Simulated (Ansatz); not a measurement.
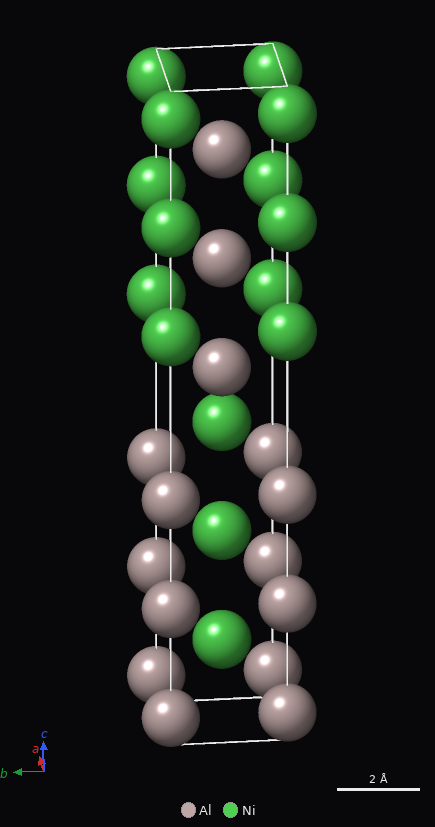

Spheres-only drawing of the structure, looking from a general direction. Lines trace the edges of the drawn cell (a repeat of the simulation cell).

AlNi, a = 2.86 Å, b = 2.87 Å, c = 17.15 Å, α = 90.00°, β = 90.00°, γ = 90.00°.

The calculation used Ansatz 0.2.0, DFT PBEsol, scalar-relativistic, plane waves, PAW, with a 420 eV plane-wave basis, k-points about 0.11 Å⁻¹ apart, Gaussian smearing of 0.15 eV, no spin polarisation (a spin-restricted run, not always the ground state).

**Does it come out as a metal, or with a gap?**

A metal: bands cross the Fermi level.

**How far is the cell from zero pressure?**

The computed pressure is 38.3 GPa (compressed: it would expand). The stress isn't hydrostatic: its largest component is 60.7 GPa.

It goes back to a structure listed in the Materials Project. The cell was then strained or its atoms displaced on purpose. Ansatz was used for an electronic-structure calculation on it.

At this level of theory the run's own cell isn't at rest (compressed, at 38 GPa and forces up to 35.4 eV/Å), so its distances can differ from those at equilibrium, the more so the softer the solid.
